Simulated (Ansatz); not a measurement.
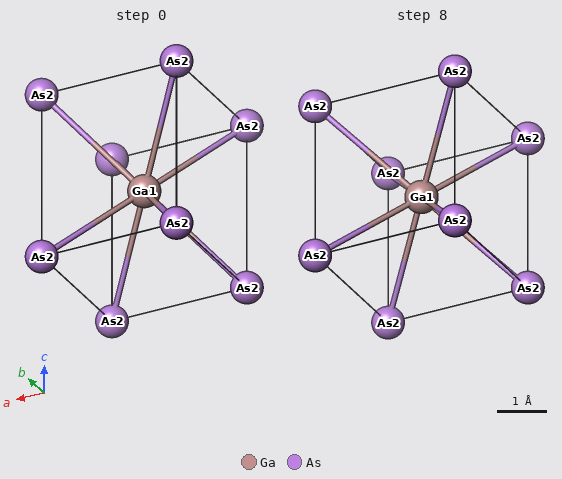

The structure of solid GaAs (built on the CuAu (L1_0)_123 type) before (left) and after (right) a relaxation, at one scale.

Style: ball-and-stick. Shown: the cell of the calculation, from a free direction.

Case: CuAu (L1_0) type (P4/mmm, No. 123).

Theory: Ansatz 0.2.0, DFT r2SCAN, scalar-relativistic, plane waves, PAW. Settings: plane-wave cutoff 500 eV; k-point mesh 18 × 18 × 14; occupations gaussian; smearing width 0.1 eV; no spin polarisation; cell and atoms relaxed; force threshold 0.01 eV/Å; at most 80 steps.

**Describe what moved and what it gained.**

The energy falls by 6.4 meV per atom in 6 accepted moves (8 points after the start). All forces vanish by symmetry, so only the cell relaxes. The pressure goes from 0.07 to 0.00 GPa. The line search rejected the trial step at point 4 of the run. At 1 point the geometry stayed and the basis and grid were re-selected for the new cell (energy shift of 0.1 meV per atom at most each time). No atom moves by more than 0.005 Å relative to the cell. The volume changes by −1.0 %, with a = b 3.142 → 3.257 Å (+3.6 %), c 3.813 → 3.513 Å (−7.9 %). Some distances before and after: Ga1–As2 2.927 → 2.896 Å. The space group stays P4/mmm (No. 123). The run took 6.1 min on 1 thread of Arm Neoverse V2, on a shared host, peak memory 0.73 GiB.
